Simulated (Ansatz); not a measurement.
**Two runs on Sb**

System: Sb (P-1, 1 atom in the cell).
Method of run 1: Kohn-Sham DFT of a periodic cell, PBE, all-electron LAPW, scalar-relativistic, no spin polarisation (Ansatz 0.2.0).

The structure derives from a Materials Project entry. Text and figures count atoms from 1; the logs count them from 0 in places.

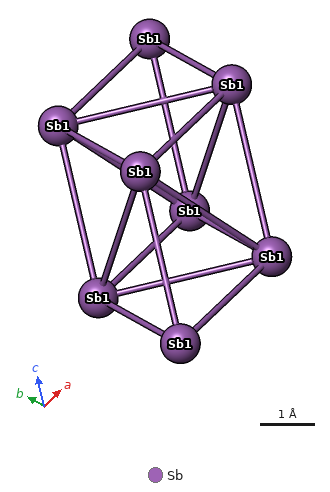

The input geometry (ball-and-stick view of the reduced cell, seen slightly off an axis; atoms are numbered from 1 in the order of the input). An atom can appear more than once, as a periodic image. Near neighbours in the periodic cell (some may lie outside the picture): Sb has 12 Sb at 3.29 to 3.41 Å.

Input file, run 1:
```yaml
crystal:
  lattice:
    - [-0.016763, 2.380707, 2.40165]
    - [2.369753, 0.044349, 2.340538]
    - [2.409631, 2.359473, 0.004471]
  atoms:
    - { symbol: Sb, position: [-0.007538, 0.013091, -0.010743] }
kpoints:
  mp_grid: { grid: [10, 10, 10] }
scf:
  occupations: { method: fermi_dirac, width: 0.05 }
hamiltonian:
  xc: pbe
  pseudopotentials: { kind: all_electron, lapw: { basis_error: 0.001 } }
output:
  forces: true
  stress: true
  eigenvalues: true
  populations: true
```

Launched with:
```bash
ansatz run input.yaml --threads 1 --pin off --max-ram 3072MiB --backend cpu --events-out ev --progress --plain --runs-dir out
```

Hardware: 1 thread of Arm Neoverse V2, 24 GiB of memory available, shared host.

Output, shortened to warnings, some set-up lines, iterations and results (run 1):
```
Basis set: ecut = 164.8063614808392 eV, 133 PW (Γ), exchange–correlation at level 2
Symmetry: 2 space group operations
k-points: 504 of 1000
Initial density: superposition of atomic densities (chi_scale 0.1, normalization cell)
[...]
SCF iter   1: F=—  HF=-176367.876158 eV  |F-HF|=—  |Δ(HF+E_count)|=         —  Δρ=4.81e-3  dr2=4.18e-3  ethr=1.79e-5  ⟨swp⟩=3.8  Hψ=58705  notcnv=0
SCF iter   2: F=—  HF=-176367.869017 eV  |F-HF|=—  |Δ(HF+E_count)|=   7.14e-3  Δρ=2.91e-3  dr2=1.84e-3  ethr=1.79e-5  ⟨swp⟩=2.0  Hψ=22539  notcnv=0
SCF iter   3: F=—  HF=-176367.868472 eV  |F-HF|=—  |Δ(HF+E_count)|=   5.46e-4  Δρ=1.40e-3  dr2=5.54e-4  ethr=8.00e-6  ⟨swp⟩=2.0  Hψ=22541  notcnv=0
SCF iter   4: F=—  HF=-176367.868474 eV  |F-HF|=—  |Δ(HF+E_count)|=   2.51e-6  Δρ=7.32e-4  dr2=1.78e-4  ethr=2.41e-6  ⟨swp⟩=2.0  Hψ=22540  notcnv=0
SCF iter   5: F=—  HF=-176367.868529 eV  |F-HF|=—  |Δ(HF+E_count)|=   5.48e-5  Δρ=1.32e-4  dr2=5.24e-6  ethr=2.28e-8  ⟨swp⟩=2.0  Hψ=38507  notcnv=0
SCF iter   6: F=—  HF=-176367.868530 eV  |F-HF|=—  |Δ(HF+E_count)|=   1.23e-6  Δρ=3.87e-5  dr2=3.52e-7  ethr=2.28e-8  ⟨swp⟩=2.0  Hψ=22540  notcnv=0
SCF iter   7: F=-176367.868531 eV  HF=-176367.868531 eV  |F-HF|=5.53e-10  |Δ(HF+E_count)|=   1.12e-7  Δρ=9.32e-6  dr2=3.39e-8  ethr=1.53e-9  ⟨swp⟩=2.4  Hψ=22751  notcnv=0
SCF 1 converged in 7 iterations: F = -176367.868531 eV  dr2 = 3.39e-8
SCF converged after 7 iterations
Free energy (F): -176367.868531 eV
Harris-Foulkes:  -176367.868531 eV  (|F-HF|=5.53e-10)
Internal energy: -176367.863668 eV  (E = F + TS)
E sigma→0 (E₀):  -176367.866099 eV
Entropy (-TS):   -0.004862 eV (-4.862 meV/atom)
Fermi energy:    14.845476 eV
--- Per-component energies (eV) ---
  E_band       = -853.053053
  E_kinetic    = 185871.682909
  E_xc         = -4643.738584
  E_electrostatic = -357595.807994  (all electrons and nuclei)
  E_smearing   = -0.004862  (= −TS)
  E_closure    = 0.000000  (closes the sum)
  E_atoms      = -176364.064481  (free atoms, spherical and without spin; not in F)
  Σ components = -176367.868531   (vs F -176367.868531, Δ=0.00e0)
  Basis errors (estimates in eV, not in F): energy 2.2e-4 per atom: plane waves 2.1e-4 (1.1e-4 summed), levels above the bands 4.2e-84, relativity 2.0e-8, radial functions 2.7e-6, core shells 5.3e-11; eigenvalues (radial functions only) 1.5e-4; not estimated: angular momenta, meshes, grids; target …
--- Forces (eV/Å), atoms counted from 1 ---
  atom   1  Sb     0.00000000     0.00000000     0.00000000
  max |Σ_I F_I| component: 0.00e0 eV/Å
--- Stress (GPa, compression-positive) ---
        1.874148       0.411674       0.217734
        0.411674       1.916595       0.070891
        0.217734       0.070891       1.504055
  P = ⅓ Tr σ = 1.7649 GPa (17.649 kbar)
--- Löwdin populations: 1 site ---
  site symbol       q [e]
     0     Sb     50.9357
  spilling = 0.001261 (of n_electrons = 51.000000)
```

For run 2 the input was changed thus:
```diff
-    - [-0.016763, 2.380707, 2.40165]
-    - [2.369753, 0.044349, 2.340538]
-    - [2.409631, 2.359473, 0.004471]
+    - [0.0, 2.3712425216, 2.3712425216]
+    - [2.3712425216, 0.0, 2.3712425216]
+    - [2.3712425216, 2.3712425216, 0.0]
-    - { symbol: Sb, position: [-0.007538, 0.013091, -0.010743] }
+    - { symbol: Sb, position: [0.0, 0.0, 0.0] }
```

How does run 2 compare with run 1?

With the same functional and potentials, run 2 lies 1.1 meV per atom higher. The number of SCF iterations is the same. The irreducible k-points go from 504 to 47. The plane waves at Γ go from 133 to 113. On the same kind of shared host run 2 took about 0.11 times as long.

Output, shortened to warnings, some set-up lines, iterations and results (run 2):
```
Basis set: ecut = 156.03389958080226 eV, 113 PW (Γ), exchange–correlation at level 2
Symmetry: 48 space group operations
k-points: 47 of 1000
Initial density: superposition of atomic densities (chi_scale 0.1, normalization cell)
[...]
SCF iter   1: F=—  HF=-176367.874952 eV  |F-HF|=—  |Δ(HF+E_count)|=         —  Δρ=4.26e-3  dr2=3.09e-3  ethr=1.32e-5  ⟨swp⟩=3.9  Hψ=5498  notcnv=0
SCF iter   2: F=—  HF=-176367.867903 eV  |F-HF|=—  |Δ(HF+E_count)|=   7.05e-3  Δρ=2.56e-3  dr2=1.36e-3  ethr=1.32e-5  ⟨swp⟩=2.0  Hψ=2105  notcnv=0
SCF iter   3: F=—  HF=-176367.867423 eV  |F-HF|=—  |Δ(HF+E_count)|=   4.80e-4  Δρ=1.24e-3  dr2=4.22e-4  ethr=5.93e-6  ⟨swp⟩=2.0  Hψ=2105  notcnv=0
SCF iter   4: F=—  HF=-176367.867429 eV  |F-HF|=—  |Δ(HF+E_count)|=   5.97e-6  Δρ=6.63e-4  dr2=1.41e-4  ethr=1.83e-6  ⟨swp⟩=2.0  Hψ=2105  notcnv=0
SCF iter   5: F=—  HF=-176367.867472 eV  |F-HF|=—  |Δ(HF+E_count)|=   4.29e-5  Δρ=1.23e-4  dr2=4.76e-6  ethr=2.07e-8  ⟨swp⟩=2.0  Hψ=3585  notcnv=0
SCF iter   6: F=—  HF=-176367.867473 eV  |F-HF|=—  |Δ(HF+E_count)|=   8.79e-7  Δρ=3.27e-5  dr2=2.23e-7  ethr=2.07e-8  ⟨swp⟩=2.0  Hψ=2105  notcnv=0
SCF iter   7: F=-176367.867473 eV  HF=-176367.867473 eV  |F-HF|=1.98e-9  |Δ(HF+E_count)|=   1.04e-7  Δρ=7.67e-6  dr2=2.03e-8  ethr=9.70e-10  ⟨swp⟩=2.7  Hψ=2144  notcnv=0
SCF 1 converged in 7 iterations: F = -176367.867473 eV  dr2 = 2.03e-8
SCF converged after 7 iterations
Free energy (F): -176367.867473 eV
Harris-Foulkes:  -176367.867473 eV  (|F-HF|=1.98e-9)
Internal energy: -176367.860747 eV  (E = F + TS)
E sigma→0 (E₀):  -176367.864110 eV
Entropy (-TS):   -0.006726 eV (-6.726 meV/atom)
Fermi energy:    14.795023 eV
--- Per-component energies (eV) ---
  E_band       = -852.953460
  E_kinetic    = 185871.746116
  E_xc         = -4643.737696
  E_electrostatic = -357595.869167  (all electrons and nuclei)
  E_smearing   = -0.006726  (= −TS)
  E_closure    = 0.000000  (closes the sum)
  E_atoms      = -176364.064481  (free atoms, spherical and without spin; not in F)
  Σ components = -176367.867473   (vs F -176367.867473, Δ=0.00e0)
  Basis errors (estimates in eV, not in F): energy 2.0e-4 per atom: plane waves 2.0e-4 (1.0e-4 summed), levels above the bands 2.0e-85, relativity 2.3e-8, radial functions 3.4e-6, core shells 2.3e-11; eigenvalues (radial functions only) 2.1e-4; not estimated: angular momenta, meshes, grids; target …
--- Forces (eV/Å), atoms counted from 1 ---
  atom   1  Sb    -0.00000000    -0.00000000     0.00000000
  max |Σ_I F_I| component: 1.81e-31 eV/Å
--- Stress (GPa, compression-positive) ---
        1.876579      -0.000000       0.000000
       -0.000000       1.876579      -0.000000
        0.000000      -0.000000       1.876579
  P = ⅓ Tr σ = 1.8766 GPa (18.766 kbar)
--- Löwdin populations: 1 site ---
  site symbol       q [e]
     0     Sb     50.9358
  spilling = 0.001259 (of n_electrons = 51.000000)
```

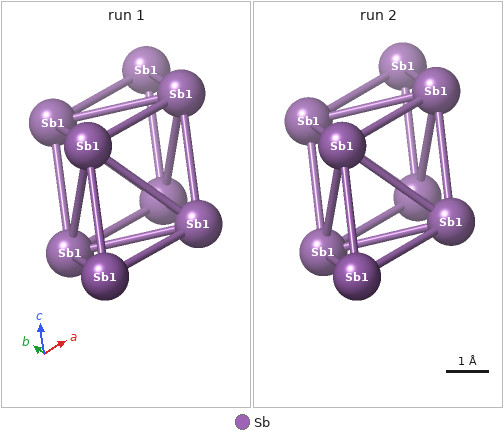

The two input geometries at one scale (ball-and-stick view of the reduced cell, seen slightly off an axis). The atoms keep their places relative to the cell (all moves are under 0.005 Å). The drawn cell changes at constant volume: a 3.289 → 3.353 Å (+2.0 %), b 3.331 → 3.353 Å (+0.7 %), c 3.340 → 3.353 Å (+0.4 %), α 60.9° → 60.0°, β 61.9° → 60.0°, γ 61.2° → 60.0°. Among the contacts that change: Sb1–Sb1 3.289 → 3.353 Å.

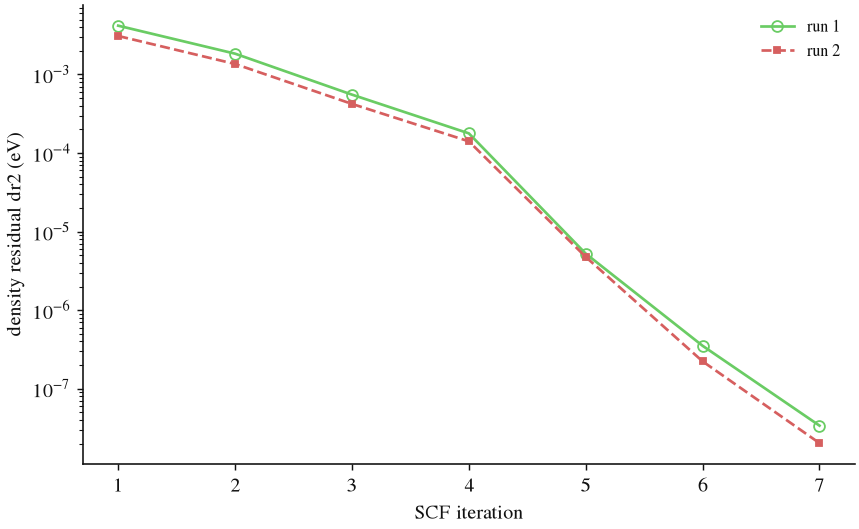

Convergence of the two runs: density residual dr2 against the SCF iteration. Run 1 takes 7 iterations in all, and run 2 takes 7.

The two runs side by side:

```tsv
quantity	run 1	run 2
outcome	converged	converged
free energy per atom (eV)	−176367.8685	−176367.8675
energy per atom, smearing taken to zero (eV)	−176367.8661	−176367.8641
gap on the mesh (eV)	0.00	0.00
pressure (GPa)	1.76	1.88
largest force (eV/Å)	0.000	0.000
SCF iterations	7	7
irreducible k-points	504	47
plane waves at Γ	133	113
wall time (shared host)	28 s	3.1 s
```
